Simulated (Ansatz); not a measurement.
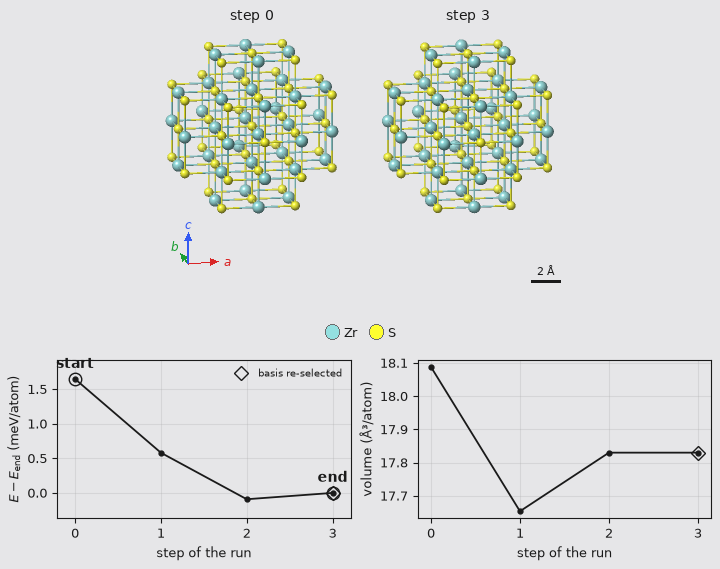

First and last geometry of a relaxation of a crystal of ZrS (set up in Fm-3m), with the history of the run. A ball-and-stick model of the conventional cell (4 times the calculation's cell), seen from a free direction. Lengths and directions refer to the drawn axes.

Case: relaxed functional: r2SCAN.

Method: Ansatz, DFT r2SCAN, scalar-relativistic, plane waves, PAW. Set-up: plane-wave cutoff 500 eV; k-point mesh 14 × 14 × 14; occupations gaussian; smearing width 0.1 eV; no spin polarisation; cell and atoms relaxed; force threshold 0.01 eV/Å; at most 60 steps.

**What do the curves and the structures tell?**

It converged. The atoms keep their places relative to the cell (all moves are under 0.005 Å). The drawn cell changes as follows: a = b = c 5.250 → 5.225 Å (−0.5 %); the volume changes by −1.4 %. Some distances before and after: S–Zr 2.625 → 2.612 Å. The space group stays Fm-3m (No. 225). The energy falls by 1.6 meV per atom in 2 accepted moves (3 points after the start). All forces vanish by symmetry, so only the cell relaxes. Pressure: −1.98 GPa at the start and −0.04 GPa at the end. The SCF was repeated once at an unchanged geometry on a basis and grid sized afresh for the cell, which shifted the energy by 0.1 meV per atom at most. The run took 63 s on 1 thread of Intel(R) Xeon(R) Processor @ 2.50GHz (Skylake/Cascade Lake), on a shared host, peak memory 0.53 GiB.
